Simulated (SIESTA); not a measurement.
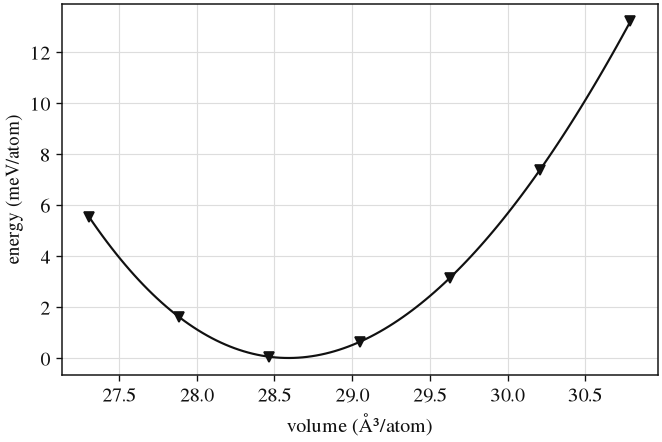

Plotted: energy against volume for Cl, space group Cmce (No. 64).

Cell as given: a = 3.867 Å, b = 3.867 Å, c = 8.210 Å, α = 90.00°, β = 90.00°, γ = 71.16°; 4 atoms.

Computed with SIESTA 5.4.2: DFT in numerical atomic orbitals with pseudopotentials, no spin polarisation; energies at scaled volumes of the given cell, shape and fractions fixed, counted from the fit's minimum, third-order Birch-Murnaghan fit. Level: RPBE with D3(BJ).

k mesh 7×7×4; occupations Fermi–Dirac; smearing width 0.05 eV; potentials PseudoDojo 0.4 standard, converted to PSML, two zetas on semicore shells; program settings basis DZP, mesh cutoff 800 Ry.

Tabulate the plotted points.

| volume (Å³/atom) | energy (meV/atom) |
| --- | --- |
| 27.31 | 5.55 |
| 27.89 | 1.61 |
| 28.47 | 0.04 |
| 29.05 | 0.64 |
| 29.63 | 3.15 |
| 30.21 | 7.39 |
| 30.79 | 13.22 |

Keep in mind: mulliken charges of long orbitals; shape and atomic fractions are frozen while scaling, which makes layered, chain and framework solids too stiff.
